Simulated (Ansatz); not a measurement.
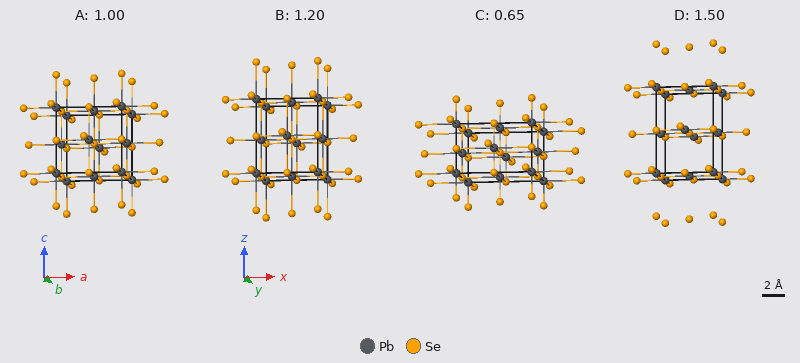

Solid PbSe (Fm-3m): the ratio of the cell's length along z to its lengths across, counted as 1 for the reference, is changed at fixed volume (a tetragonal or Bain path), with the atoms kept at their fractional coordinates. x, y and z are the Cartesian axes of the input. A ball-and-stick model of the conventional cell (4 times the calculation's cell), seen along the b axis, with a slight tilt. Lengths and directions refer to the drawn axes.

Level of theory: DFT PBE, scalar-relativistic, plane waves, PAW in Ansatz. Settings: plane-wave cutoff 420 eV; k-point mesh 10 × 10 × 10; occupations gaussian; smearing width 0.03 eV; no spin polarisation. Energies (free energies at the smearing named) are counted from the cell as listed in its source, which wasn't relaxed.

Rank the frames from lowest to highest energy.

Answer. Lowest first: A (the relative ratio 1.00, 0 meV/atom), B (the relative ratio 1.20, 206 meV/atom), D (the relative ratio 1.50, 864 meV/atom), C (the relative ratio 0.65, 1845 meV/atom). Over the whole scan: the lowest computed point lies at the relative ratio 1.00 (0 meV/atom). The end points stand at 1845 meV/atom (0.65) and 864 meV/atom (1.50). The unrelaxed reference is under a pressure of 2.4 GPa. The distortion takes the space group from Fm-3m to I4/mmm. At the relative ratio 1.50 the cell of the drawing goes a 6.124 → 5.350 Å, b 6.124 → 5.350 Å, c 6.124 → 8.025 Å. The band gap on the mesh, 0.29 eV in the reference, closes at 0.65, 0.707, 0.78, 1.30, 1.414, 1.50.
